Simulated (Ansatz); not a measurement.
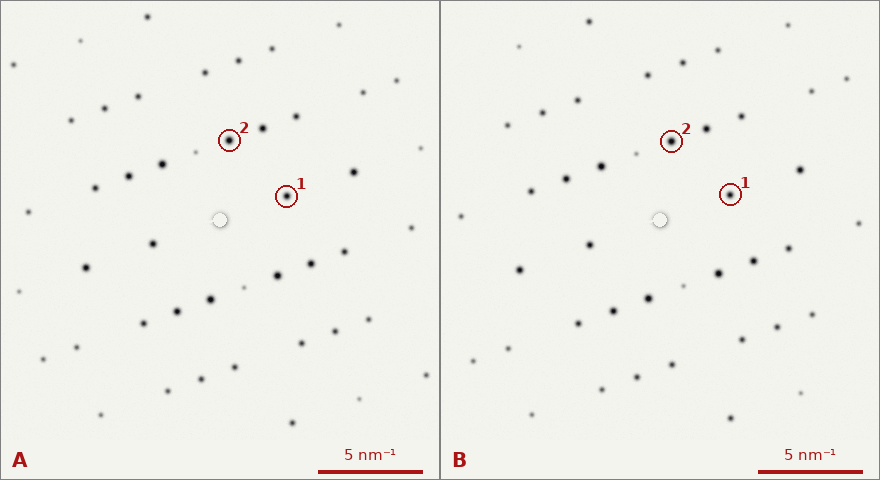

Kinematic electron diffraction patterns (300 kV, B = 0.5 Å², same scale) along [110] of the run's own cell, for the start and the end of one relaxation of CaO with DFT PBE, scalar-relativistic, plane waves, PAW in Ansatz 0.2.0. k mesh 9×9×6. The start is a generated model structure, and the relaxation ends in the nearest stationary point of its symmetry, not necessarily the ground state. Spot 1 is 0 0 -2 and spot 2 is -1 1 -1 in both.

Start structure:

```yaml
crystal:
  lattice:
    - [3.41540, 0.00000, 0.00000]
    - [-1.70770, 2.95782, 0.00000]
    - [0.00000, 0.00000, 5.57731]
  atoms:
    - { symbol: Ca, position: [0.00000, 0.00000, 0.00000] }
    - { symbol: O, position: [0.66667, 0.33333, 0.25000] }
    - { symbol: Ca, position: [0.33333, 0.66667, 0.50000] }
    - { symbol: O, position: [0.66667, 0.33333, 0.75000] }
```

Question: Which pattern belongs to the start structure, and which to the relaxed one?

Answer: B is the start: its cell gives d(1) = 2.789 Å, d(2) = 2.613 Å and an angle of 62.1°. A is the relaxed structure, with d(1) = 2.920 Å (+4.7 %), d(2) = 2.590 Å (-0.9 %) and 63.7°.

Question: Summarise the relaxation behind the change.

Answer: The volume changed by -0.1 % to 14.07 Å³ an atom; the fractional coordinates hardly changed; the space group stayed P6_3/mmc (No. 194); the free energy fell by 35 meV an atom. Relaxed cell: a = 3.336 Å, b = 3.336 Å, c = 5.841 Å, α = 90.00°, β = 90.00°, γ = 120.00°.
